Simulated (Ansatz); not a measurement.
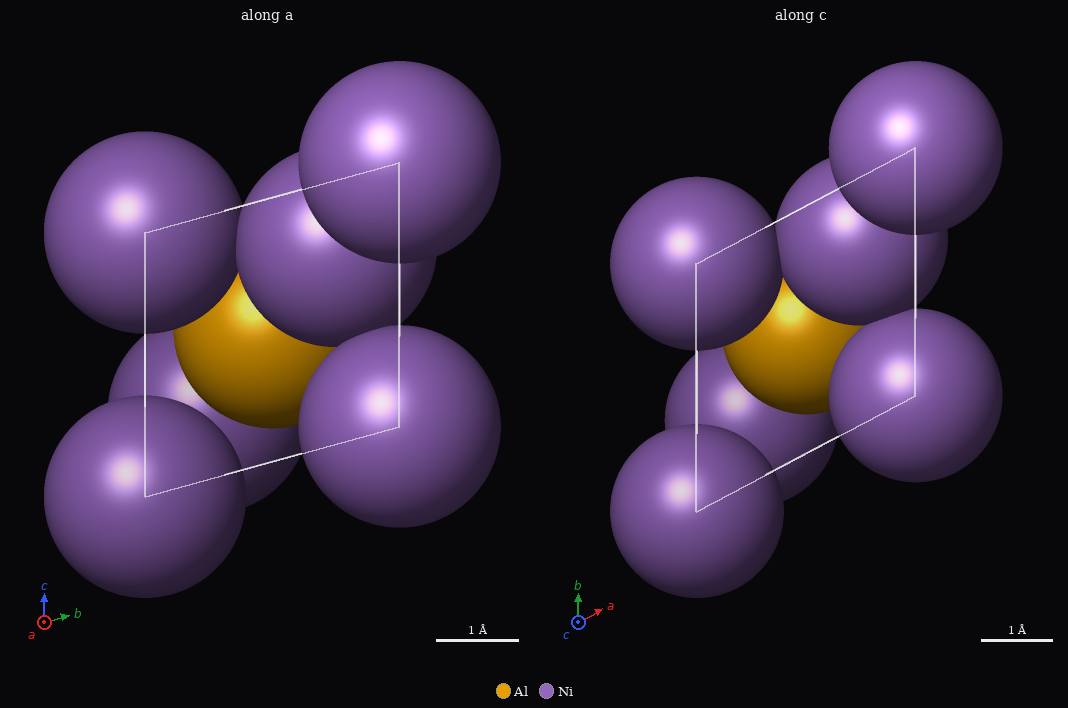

We look at a space-filling model of the crystal along the a axis and along the c axis. The simulation cell is outlined; an atom on or near a face, edge or corner is repeated at each equivalent position.

Here is the input:
```yaml
crystal:
  lattice:
    - [0.0, 2.5745352306, 3.022280488]
    - [2.5745352306, 0.0, 3.022280488]
    - [2.5745352306, 2.5745352306, 0.0]
  atoms:
    - { symbol: Al, position: [0.5, 0.5, 0.5] }
    - { symbol: Ni, position: [0.25, 0.25, 0.25] }
    - { symbol: Ni, position: [0.0, 0.0, 0.0] }
    - { symbol: Ni, position: [0.75, 0.75, 0.75] }
basis:
  ecutwfc: 420
kpoints:
  mp_grid: { grid: [14, 14, 14] }
hamiltonian:
  xc: pbesol
scf:
  occupations: { method: gaussian, width: 0.15 }
output:
  forces: true
  stress: true
  eigenvalues: true
  write_density: true
  write_potential: true
  elf: true
  volumetric_format: npy
```
Run as:
```sh
ansatz run input.yaml --threads 2 --pin off --max-ram 5120MiB --backend cpu --events-out ev --progress --plain --runs-dir out
```

Theory: DFT PBEsol, scalar-relativistic, plane waves, PAW (Ansatz). Numerical settings: cutoff 420 eV, k-points on a 14×14×14 grid, Gaussian smearing of 0.15 eV, no spin polarisation (a spin-restricted run, not always the ground state).

How large a gap does the method give, if there is one?

A metal: bands cross the Fermi level.

How far is the cell from zero pressure?

The computed pressure is 22.2 GPa (compressed: it would expand). The stress isn't hydrostatic: its largest component is 24.6 GPa.

It goes back to a structure listed in the Materials Project. The cell was then strained or its atoms displaced on purpose. It went into a calculation with Ansatz.

At this level of theory the run's own cell isn't at rest (compressed, at 22 GPa), so its distances can differ from those at equilibrium, the more so the softer the solid.
